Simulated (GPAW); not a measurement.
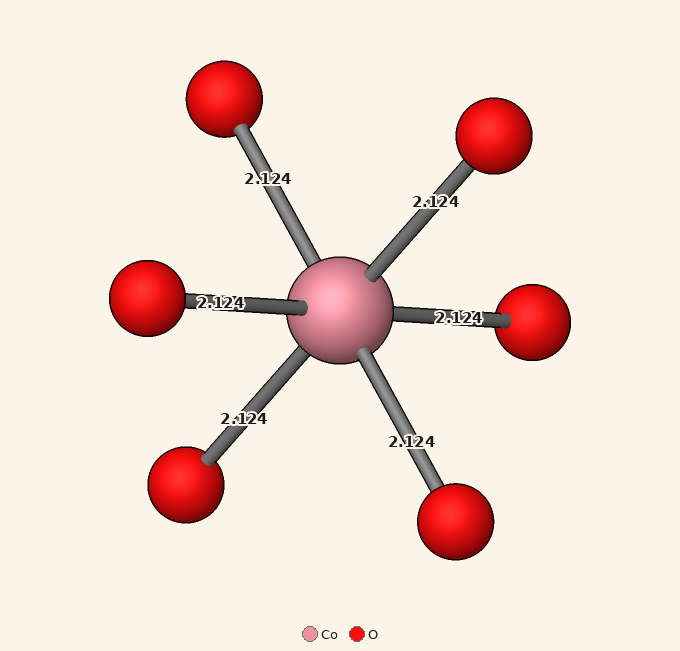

The surroundings of site Co1 (at 0.000, 0.000, 0.000) in CoO, with bond lengths in Å.

Source of the atomic positions: a cell listed in the Materials Project, as set up for an electronic-structure calculation.

```
CELL_PARAMETERS angstrom
3.01094 0.00000 0.00000
-1.50547 2.60755 0.00000
0.00000 0.00000 7.31978
ATOMIC_POSITIONS crystal
Co 0.00000 0.00000 0.00000
O 0.33333 0.66667 0.16667
Co 0.66667 0.33333 0.33333
O 0.00000 0.00000 0.50000
Co 0.33333 0.66667 0.66667
O 0.66667 0.33333 0.83333
```

Bond valence s = exp((R0 − d)/b), R0 fitted to published crystal structures with b = 0.37 Å, summed over all anions within 5 Å; R0 in Å: Co2+–O 1.696; Co3+–O 1.685.

Which oxidation state of Co do these bonds support?

With the Co2+ parameters the computed sum is 6 × 0.315 = 1.89. With the Co3+ parameters the computed sum is 6 × 0.305 = 1.83. The sum matches its own assumption best for Co2+, which also balances the formula's charge.

And over the whole structure?

```tsv
site	x, y, z	formal valence	bond-valence sum	difference
Co1	0.000, 0.000, 0.000	+2	1.93	-0.07
O1	0.333, 0.667, 0.167	−2	1.93	-0.07
```

These sums include all anions within 5 Å. The global instability index (root mean square of the differences over all atoms) is 0.07 v.u.: little strain. The cell was not relaxed for this table, and a volume that is off by a few per cent shifts all sums together.
